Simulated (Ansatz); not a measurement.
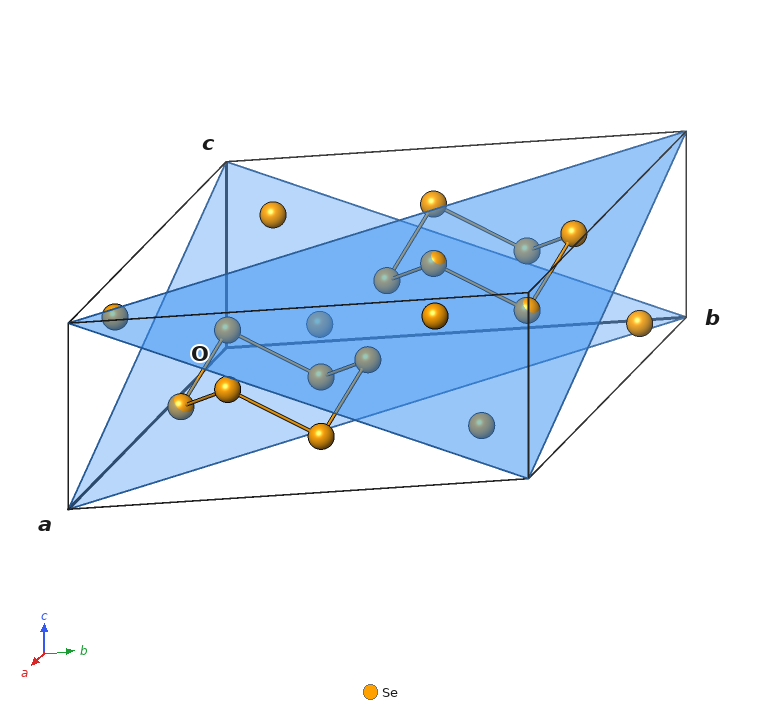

For Se, the geometry relaxed with DFT PBEsol, scalar-relativistic, plane waves, PAW in Ansatz: every member of one family of equally spaced planes, hx + ky + lz = a whole number, that cuts the unit cell is shaded (one member passes through the origin O, touching the cell only at an edge or corner). Geometry calculated from the standardised cell; symmetry tolerance 0.002 Å.

a = 10.698 Å, b = 10.698 Å, c = 4.576 Å, α = 90.00°, β = 90.00°, γ = 120.00°.

Q: Index the planes.

A: (1 1 1), in four indices (1 1 −2 1); the opposite sign names the same planes. The member next to the origin meets the axes a at 1, b at 1, c at 1.

Q: What is the spacing?

A: d = 3.477 Å.

Q: Which atoms of the cell lie in these planes (within 0.03 Å)?

A: No atom.
